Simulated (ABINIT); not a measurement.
**Run report: PtS$_{2}$, G0W0 calculation (part 3 of 3)**

Continued. System: PtS$_{2}$ (P-3m1, 3 atoms in the cell). Method: Kohn-Sham DFT of a periodic cell, PBE, PseudoDojo NC SR PBE v0.4.1 standard, G0W0, no spin polarisation (ABINIT 10.8.3); cutoff 952.4 eV, 5×5×3 k-mesh, fixed occupations. The structure derives from an entry of the Crystallography Open Database.

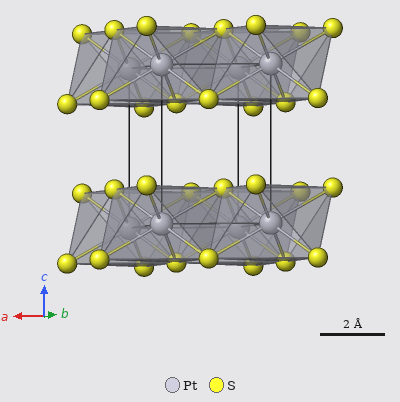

Fig. 1: The input geometry (polyhedral view of the cell of the calculation, seen at an oblique angle; polyhedra are completed across the faces of the cell). An atom can appear more than once, as a periodic image.

## Output, continued
```
--------------------------------------------------------------------------------

 ==== K-mesh for the wavefunctions ====
 Number of points in the irreducible wedge :    12
 Reduced coordinates and weights :

     1)     0.00000000E+00  0.00000000E+00  0.00000000E+00       0.01333
     2)     2.00000000E-01  0.00000000E+00  0.00000000E+00       0.08000
     3)     4.00000000E-01  0.00000000E+00  0.00000000E+00       0.08000
     4)     2.00000000E-01  2.00000000E-01  0.00000000E+00       0.08000
     5)     4.00000000E-01  2.00000000E-01  0.00000000E+00       0.08000
     6)     0.00000000E+00  0.00000000E+00  3.33333333E-01       0.02667
     7)     2.00000000E-01  0.00000000E+00  3.33333333E-01       0.08000
     8)     4.00000000E-01  0.00000000E+00  3.33333333E-01       0.08000
     9)    -4.00000000E-01  0.00000000E+00  3.33333333E-01       0.08000
    10)    -2.00000000E-01  0.00000000E+00  3.33333333E-01       0.08000
    11)     2.00000000E-01  2.00000000E-01  3.33333333E-01       0.16000
    12)     4.00000000E-01  2.00000000E-01  3.33333333E-01       0.16000

 Together with 12 symmetry operations and time-reversal symmetry
 yields    75 points in the full Brillouin Zone.

 ==== Q-mesh for the screening function ====
 Number of points in the irreducible wedge :    12
 Reduced coordinates and weights :

     1)     0.00000000E+00  0.00000000E+00  0.00000000E+00       0.01333
     2)     2.00000000E-01  0.00000000E+00  0.00000000E+00       0.08000
     3)     4.00000000E-01  0.00000000E+00  0.00000000E+00       0.08000
     4)     2.00000000E-01  2.00000000E-01  0.00000000E+00       0.08000
     5)     4.00000000E-01  2.00000000E-01  0.00000000E+00       0.08000
     6)     0.00000000E+00  0.00000000E+00  3.33333333E-01       0.02667
     7)     2.00000000E-01  0.00000000E+00  3.33333333E-01       0.08000
     8)     4.00000000E-01  0.00000000E+00  3.33333333E-01       0.08000
     9)    -4.00000000E-01  0.00000000E+00  3.33333333E-01       0.08000
    10)    -2.00000000E-01  0.00000000E+00  3.33333333E-01       0.08000
    11)     2.00000000E-01  2.00000000E-01  3.33333333E-01       0.16000
    12)     4.00000000E-01  2.00000000E-01  3.33333333E-01       0.16000

 Together with 12 symmetry operations and time-reversal symmetry
 yields    75 points in the full Brillouin Zone.

 setmesh: FFT mesh size selected  =    20x   20x   32
          total number of points  =        12800

 vcoul_init : cutoff-mode = AUXILIARY_FUNCTION
 q-points for optical limit:   1
     1)      0.000010    0.000020    0.000030

 Number of electrons calculated from density =   29.9946; Expected =   30.0000
 average of density, n =  0.081133
 r_s =    1.4330
 omega_plasma =   27.4760 [eV]

 calculating chi0 at frequencies [eV] :
  1    0.000000E+00    0.000000E+00
  2    0.000000E+00    2.747605E+01

--------------------------------------------------------------------------------
  q-point number  1        q = ( 0.000000, 0.000000, 0.000000) [r.l.u.]
--------------------------------------------------------------------------------
 For q-point:  0.000010 0.000020 0.000030
  dielectric constant =  14.5824
  dielectric constant without local fields =  17.2585

  Average fulfillment of the sum rule on Im[epsilon] for q-point    1 :     83.42  [%]
--------------------------------------------------------------------------------
  q-point number  2        q = ( 0.200000, 0.000000, 0.000000) [r.l.u.]
--------------------------------------------------------------------------------
  Average fulfillment of the sum rule on Im[epsilon] for q-point    2 :     91.62  [%]

--------------------------------------------------------------------------------
  q-point number  3        q = ( 0.400000, 0.000000, 0.000000) [r.l.u.]
--------------------------------------------------------------------------------
  Average fulfillment of the sum rule on Im[epsilon] for q-point    3 :     87.08  [%]

--------------------------------------------------------------------------------
  q-point number  4        q = ( 0.200000, 0.200000, 0.000000) [r.l.u.]
--------------------------------------------------------------------------------
  Average fulfillment of the sum rule on Im[epsilon] for q-point    4 :     87.82  [%]

--------------------------------------------------------------------------------
  q-point number  5        q = ( 0.400000, 0.200000, 0.000000) [r.l.u.]
--------------------------------------------------------------------------------
  Average fulfillment of the sum rule on Im[epsilon] for q-point    5 :     86.27  [%]

--------------------------------------------------------------------------------
  q-point number  6        q = ( 0.000000, 0.000000, 0.333333) [r.l.u.]
--------------------------------------------------------------------------------
  Average fulfillment of the sum rule on Im[epsilon] for q-point    6 :     91.63  [%]

--------------------------------------------------------------------------------
  q-point number  7        q = ( 0.200000, 0.000000, 0.333333) [r.l.u.]
--------------------------------------------------------------------------------
  Average fulfillment of the sum rule on Im[epsilon] for q-point    7 :     89.46  [%]

--------------------------------------------------------------------------------
  q-point number  8        q = ( 0.400000, 0.000000, 0.333333) [r.l.u.]
--------------------------------------------------------------------------------
  Average fulfillment of the sum rule on Im[epsilon] for q-point    8 :     86.72  [%]

--------------------------------------------------------------------------------
  q-point number  9        q = (-0.400000, 0.000000, 0.333333) [r.l.u.]
--------------------------------------------------------------------------------
  Average fulfillment of the sum rule on Im[epsilon] for q-point    9 :     86.62  [%]

--------------------------------------------------------------------------------
  q-point number 10        q = (-0.200000, 0.000000, 0.333333) [r.l.u.]
--------------------------------------------------------------------------------
  Average fulfillment of the sum rule on Im[epsilon] for q-point   10 :     89.37  [%]

--------------------------------------------------------------------------------
  q-point number 11        q = ( 0.200000, 0.200000, 0.333333) [r.l.u.]
--------------------------------------------------------------------------------
  Average fulfillment of the sum rule on Im[epsilon] for q-point   11 :     87.22  [%]

--------------------------------------------------------------------------------
  q-point number 12        q = ( 0.400000, 0.200000, 0.333333) [r.l.u.]
--------------------------------------------------------------------------------
  Average fulfillment of the sum rule on Im[epsilon] for q-point   12 :     86.16  [%]

================================================================================
== DATASET  4 ==================================================================

--- !DatasetInfo
iteration_state: {dtset: 4, }
dimensions: {natom: 3, nkpt: 12, mband: 170, nsppol: 1, nspinor: 1, nspden: 1, mpw: 3671, }
cutoff_energies: {ecut:  35.0, pawecutdg:  -1.0, }
electrons: {nelect:   3.00000000E+01, charge:   0.00000000E+00, occopt:   1.00000000E+00, tsmear:   1.00000000E-02, }
meta: {optdriver: 4, gwcalctyp: 0, }
...

 mkfilename : getwfk/=0, take file _WFK from output of DATASET   2.

 mkfilename : getden/=0, take file _DEN from output of DATASET   1.

 mkfilename : getscr/=0, take file _SCR from output of DATASET   3.

 Exchange-correlation functional for the present dataset will be:
  GGA: Perdew-Burke-Ernzerhof functional - ixc=11
  J.P.Perdew, K.Burke, M.Ernzerhof, PRL 77, 3865 (1996)

 SIGMA: Calculation of the GW corrections

 Based on a program developped by R.W. Godby, V. Olevano, G. Onida, and L. Reining.
 Incorporated in ABINIT by V. Olevano, G.-M. Rignanese, and M. Torrent.

 Real(R)+Recip(G) space primitive vectors, cartesian coordinates (Bohr,Bohr^-1):
 R(1)=  6.6956776  0.0000000  0.0000000  G(1)=  0.1493501  0.0862273  0.0000000
 R(2)= -3.3478388  5.7986269  0.0000000  G(2)=  0.0000000  0.1724546  0.0000000
 R(3)=  0.0000000  0.0000000  9.5219520  G(3)=  0.0000000  0.0000000  0.1050205
 Unit cell volume ucvol=  3.6969680E+02 bohr^3
 Angles (23,13,12)=  9.00000000E+01  9.00000000E+01  1.20000000E+02 degrees

--- Pseudopotential description ------------------------------------------------
- pspini: atom type   1  psp file is ./Pt.upf
  78.00000  18.00000  171031                  znucl, zion, pspdat
12 -101130 3 -1 1374                          pspcod,pspxc,lmax,lloc,mmax
     nproj     2     2     2     2

- pspini: atom type   2  psp file is ./S.upf
  16.00000   6.00000  171031                  znucl, zion, pspdat
12 -101130 2 -1 1146                          pspcod,pspxc,lmax,lloc,mmax
     nproj     2     2     2     0

--------------------------------------------------------------------------------

 ==== K-mesh for the wavefunctions ====
 Number of points in the irreducible wedge :    12
 Reduced coordinates and weights :

     1)     0.00000000E+00  0.00000000E+00  0.00000000E+00       0.01333
     2)     2.00000000E-01  0.00000000E+00  0.00000000E+00       0.08000
     3)     4.00000000E-01  0.00000000E+00  0.00000000E+00       0.08000
     4)     2.00000000E-01  2.00000000E-01  0.00000000E+00       0.08000
     5)     4.00000000E-01  2.00000000E-01  0.00000000E+00       0.08000
     6)     0.00000000E+00  0.00000000E+00  3.33333333E-01       0.02667
     7)     2.00000000E-01  0.00000000E+00  3.33333333E-01       0.08000
     8)     4.00000000E-01  0.00000000E+00  3.33333333E-01       0.08000
     9)    -4.00000000E-01  0.00000000E+00  3.33333333E-01       0.08000
    10)    -2.00000000E-01  0.00000000E+00  3.33333333E-01       0.08000
    11)     2.00000000E-01  2.00000000E-01  3.33333333E-01       0.16000
    12)     4.00000000E-01  2.00000000E-01  3.33333333E-01       0.16000

 Together with 12 symmetry operations and time-reversal symmetry
 yields    75 points in the full Brillouin Zone.

 ==== Q-mesh for screening function ====
 Number of points in the irreducible wedge :    12
 Reduced coordinates and weights :

     1)     0.00000000E+00  0.00000000E+00  0.00000000E+00       0.01333
     2)     2.00000000E-01  0.00000000E+00  0.00000000E+00       0.08000
     3)     4.00000000E-01  0.00000000E+00  0.00000000E+00       0.08000
     4)     2.00000000E-01  2.00000000E-01  0.00000000E+00       0.08000
     5)     4.00000000E-01  2.00000000E-01  0.00000000E+00       0.08000
     6)     0.00000000E+00  0.00000000E+00  3.33333333E-01       0.02667
     7)     2.00000000E-01  0.00000000E+00  3.33333333E-01       0.08000
     8)     4.00000000E-01  0.00000000E+00  3.33333333E-01       0.08000
     9)    -4.00000000E-01  0.00000000E+00  3.33333333E-01       0.08000
    10)    -2.00000000E-01  0.00000000E+00  3.33333333E-01       0.08000
    11)     2.00000000E-01  2.00000000E-01  3.33333333E-01       0.16000
    12)     4.00000000E-01  2.00000000E-01  3.33333333E-01       0.16000

 Together with 12 symmetry operations and time-reversal symmetry
 yields    75 points in the full Brillouin Zone.

 vcoul_init : cutoff-mode = AUXILIARY_FUNCTION
 q-points for optical limit:   1
     1)      0.000010    0.000020    0.000030
 setmesh: FFT mesh size selected  =    32x   32x   54
          total number of points  =        55296

 Number of electrons calculated from density =   30.0000; Expected =   30.0000
 average of density, n =  0.081148
 r_s =    1.4329
 omega_plasma =   27.4785 [eV]

 === KS Band Gaps ===
  >>>> For spin  1
   Minimum direct gap =   1.4121 [eV], located at k-point      :  -0.2000  0.0000  0.3333
   Fundamental gap    =   1.3155 [eV], Top of valence bands at :   0.0000  0.0000  0.0000
                                       Bottom of conduction at :   0.2000  0.2000  0.0000
 SIGMA fundamental parameters:
 PLASMON POLE MODEL  2
 number of plane-waves for SigmaX                 3631
 number of plane-waves for SigmaC and W            427
 number of plane-waves for wavefunctions          3631
 number of bands                                   170
 number of independent spin polarizations            1
 number of spinorial components                      1
 number of k-points in IBZ                          12
 number of q-points in IBZ                          12
 number of symmetry operations                      12
 number of k-points in BZ                           75
 number of q-points in BZ                           75
 number of frequencies for dSigma/dE                 9
 frequency step for dSigma/dE [eV]                0.25
 number of omega for Sigma on real axis              0
 max omega for Sigma on real axis  [eV]           0.00
 zcut for avoiding poles [eV]                     0.10

 EPSILON^-1 parameters (SCR file):
 dimension of the eps^-1 matrix on file            427
 dimension of the eps^-1 matrix used               427
 number of plane-waves for wavefunctions          1663
 number of bands                                   170
 number of q-points in IBZ                          12
 number of frequencies                               2
 number of real frequencies                          1
 number of imag frequencies                          1

 matrix elements of self-energy operator (all in [eV])

 Perturbative Calculation

--- !SelfEnergy_ee
iteration_state: {dtset: 4, }
kpoint     : [   0.000,    0.000,    0.000, ]
spin       : 1
KS_gap     :    2.586
QP_gap     :    3.606
Delta_QP_KS:    1.020
data: !SigmaeeData |
     Band     E0 <VxcDFT>   SigX SigC(E0)      Z dSigC/dE  Sig(E)    E-E0       E
       15   7.625 -13.612 -15.086   0.426   0.828  -0.207 -14.481  -0.869   6.756
       16  10.210 -16.797 -13.003  -3.612   0.829  -0.206 -16.646   0.151  10.361
       17  10.210 -16.797 -13.003  -3.612   0.829  -0.206 -16.646   0.151  10.361
...

--- !SelfEnergy_ee
iteration_state: {dtset: 4, }
kpoint     : [   0.200,    0.200,    0.000, ]
spin       : 1
KS_gap     :    1.566
QP_gap     :    2.364
Delta_QP_KS:    0.798
data: !SigmaeeData |
     Band     E0 <VxcDFT>   SigX SigC(E0)      Z dSigC/dE  Sig(E)    E-E0       E
       15   7.374 -16.056 -18.558   1.612   0.828  -0.208 -16.792  -0.736   6.637
       16   8.940 -16.046 -12.370  -3.602   0.833  -0.201 -15.985   0.061   9.001
...

--- !SelfEnergy_ee
iteration_state: {dtset: 4, }
kpoint     : [  -0.200,    0.000,    0.333, ]
spin       : 1
KS_gap     :    1.412
QP_gap     :    2.113
Delta_QP_KS:    0.701
data: !SigmaeeData |
     Band     E0 <VxcDFT>   SigX SigC(E0)      Z dSigC/dE  Sig(E)    E-E0       E
       15   7.593 -16.572 -18.852   1.502   0.828  -0.208 -17.216  -0.644   6.950
       16   9.006 -16.601 -13.261  -3.272   0.832  -0.202 -16.545   0.057   9.062
...

== END DATASET(S) ==============================================================
================================================================================

 -outvars: echo values of variables after computation  --------
            acell      6.6956776093E+00  6.6956776093E+00  9.5219520032E+00 Bohr
           etotal1    -1.5269848802E+02
           etotal3     0.0000000000E+00
           etotal4     0.0000000000E+00
            fcart1     3.2171742790E-28  9.2871821799E-28 -0.0000000000E+00
                      -6.4343485580E-28 -2.2289237232E-27 -2.4594634080E-02
                       3.2171742790E-28  1.3002055052E-27  2.4594634080E-02
            fcart3     0.0000000000E+00  0.0000000000E+00  0.0000000000E+00
                       0.0000000000E+00  0.0000000000E+00  0.0000000000E+00
                       0.0000000000E+00  0.0000000000E+00  0.0000000000E+00
            fcart4     0.0000000000E+00  0.0000000000E+00  0.0000000000E+00
                       0.0000000000E+00  0.0000000000E+00  0.0000000000E+00
                       0.0000000000E+00  0.0000000000E+00  0.0000000000E+00
            rprim      1.0000000000E+00  0.0000000000E+00  0.0000000000E+00
                      -5.0000000000E-01  8.6602540380E-01  0.0000000000E+00
                       0.0000000000E+00  0.0000000000E+00  1.0000000000E+00
           strten1    -3.7987673010E-04 -3.7987673043E-04 -3.0872320102E-04
                       0.0000000000E+00  0.0000000000E+00  0.0000000000E+00
           strten3     0.0000000000E+00  0.0000000000E+00  0.0000000000E+00
                       0.0000000000E+00  0.0000000000E+00  0.0000000000E+00
           strten4     0.0000000000E+00  0.0000000000E+00  0.0000000000E+00
                       0.0000000000E+00  0.0000000000E+00  0.0000000000E+00
           xangst      0.0000000000E+00  0.0000000000E+00  0.0000000000E+00
                       1.7716000000E+00  1.0228337369E+00  3.8949924000E+00
                      -6.5562370348E-17  2.0456674738E+00  1.1438076000E+00
             xred      0.0000000000E+00  0.0000000000E+00  0.0000000000E+00
                       6.6666666667E-01  3.3333333333E-01  7.7300000000E-01
                       3.3333333333E-01  6.6666666667E-01  2.2700000000E-01
 Calculation completed.
```

The run was set up as follows.

## The input
```
# Datasets
ndtset 4

# Pseudopotentials
pp_dirpath "./"
pseudos "Pt.upf, S.upf"

# Structure
acell 3.5432 3.5432 5.0388 Angstrom
rprim
     1.0000000000     0.0000000000     0.0000000000
    -0.5000000000     0.8660254038     0.0000000000
     0.0000000000     0.0000000000     1.0000000000
ntypat 2
znucl 78 16
natom 3
typat 1 2 2
xred
            0.0            0.0            0.0
            2/3            1/3   0.7730000000
            1/3            2/3   0.2270000000

# Plane-wave basis
ecut 35.0

# k points
kptopt 1
ngkpt 5 5 3
nshiftk 1
shiftk 0.0 0.0 0.0
istwfk *1

# Exchange and correlation
ixc 11

# Bands and occupations
occopt 1

# SCF cycle
nstep 80
diemac 6.0

# Output
iomode 3
prteig 0
prtebands 0

# Dataset 1: ground state
nband1 15
tolvrs1 1.0e-12
prtden1 1
prtwf1 0

# Dataset 2: empty bands at fixed density
iscf2 -2
getden2 1
nband2 186
nbdbuf2 16
tolwfr2 1.0e-12
nstep2 120
prtden2 0

# Dataset 3: screening
optdriver3 3
getwfk3 2
nband3 170
ecuteps3 8.0
ecutwfn3 21.0
inclvkb3 2
ppmodel3 2
nfreqim3 0

# Dataset 4: self-energy
optdriver4 4
getwfk4 2
nband4 170
ecuteps4 8.0
ecutsigx4 35.0
ecutwfn4 35.0
symsigma4 1
getscr4 3
getden4 1
ppmodel4 2
gw_qprange4 0
```

Command:
```bash
mpirun --bind-to none -np 4 abinit run.abi > log 2>&1
```

## Key numbers

| quantity | value |
| --- | --- |
| outcome | converged |
| space group (tolerance 0.01 Å) | P-3m1 (164) |
| electrons treated | 30 |
| quasiparticle gap | 2.05 eV |
| gap on the k-point mesh | 1.32 eV |
| hardware | 4 threads of Intel Xeon @ 2.50GHz (Skylake/Cascade Lake), 189 GiB of memory available, shared host |
| wall time | 15 min (CPU time 59 min) |
| peak memory | 1.7 GiB |

Further notes kept with the run: Slow version without MPI-IO support. Processors send data to master. Points of doubt noted for this run: bands and screening cutoff small; cutoff too low for stress. Spin–orbit coupling is left out, which matters for Pt.
